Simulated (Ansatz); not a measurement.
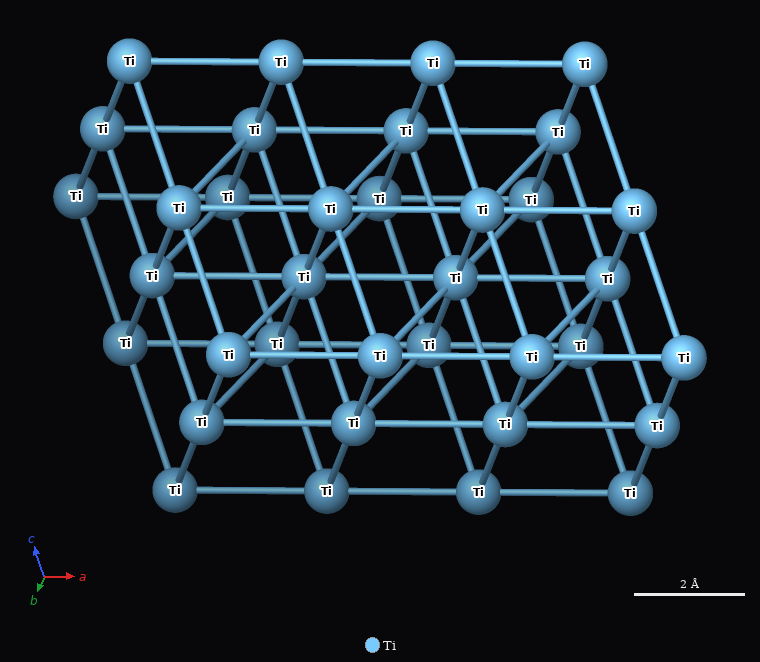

Figure 1. The structure (ball-and-stick view of the cell of the calculation, repeated 3 × 2 × 2, seen at an oblique angle).

**Single-point calculation of Ti**

- system: Ti (1 atom in the cell)
- method: DFT, LDA, plane waves, PAW (Ansatz 0.2.0)

The structure derives from an entry of the Crystallography Open Database.

Input file
```yaml
crystal:
  lattice:
    - [-1.641, 1.641, 1.616385]
    - [1.641, -1.641, 1.616385]
    - [1.641, 1.641, -1.616385]
  atoms:
    - { symbol: Ti, position: [0.0, 0.0, 0.0] }
basis:
  ecutwfc: 420
kpoints:
  mp_grid: { grid: [20, 20, 20] }
hamiltonian:
  xc: lda
scf:
  max_iter: 60
output:
  forces: true
  eigenvalues: true
  stress: true
```

Run as:
```bash
ansatz run input.yaml --threads 1 --pin off --max-ram 2560MiB --backend cpu --events-out ev --progress --plain --runs-dir out
```

What the program printed
```
Error: YAML parse error: `scf.occupations.method` is required: fixed only where the cell keeps a band gap throughout the run, explicit beside scf.occupations.values (under evaluate: without them), else a smearing such as fermi_dirac (scf.occupations.width is optional; its entry in the input reference gives the default)
```

Outcome

- outcome: refused by the program
- space group (tolerance 0.01 Å): I4/mmm (139)
- hardware: 1 thread of Intel Xeon (Sapphire Rapids), 192 GiB of memory available, shared host

A setting was made wrong on purpose: no occupation method (`scf.occupations`). The program refused the input: “YAML parse error: `scf.occupations.method` is required: fixed only where the cell keeps a band gap throughout the run, explicit beside scf.occupations.values (under evaluate: without them), else a smearing such as fermi_dirac (scf.occupations.width is optional; its entry in the input reference gives the default)”
